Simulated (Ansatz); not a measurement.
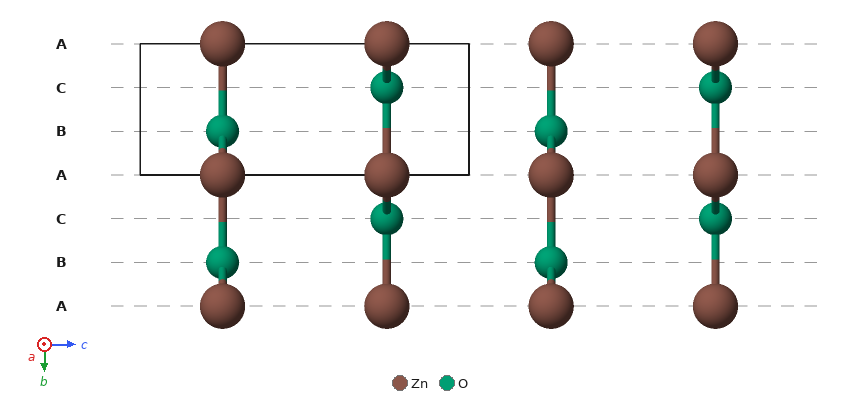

Projection along an edge of the hexagonal mesh, stacking direction c to the right. The dashed lines mark the three columns A (0, 0), B (1/3, 2/3) and C (2/3, 1/3). The sequence starts with the first layer at or above the cell's origin.

The compound is ZnO, taken as the input geometry of an electronic-structure calculation (not necessarily at equilibrium).

### Give the sequence of layers in one repeat, with element and column.

Zn(A)+O(B) – Zn(A)+O(C) (two layers in 7.13 Å).

### How are the O layers alone stacked?

O layers alone: BC, the hexagonal type.

### Which positions between or in the O layers do the other atoms fill?

Zn: two in-plane triangular sites, counted in one hexagonal cell. Two of the two gaps between O layers are empty, 3.57 Å wide.

Heights of the layers:

```
layer  atoms (column)  height (Å)  to next (Å)
    1      Zn(A)+O(B)        1.78         3.57
    2      Zn(A)+O(C)        5.35         3.57
```
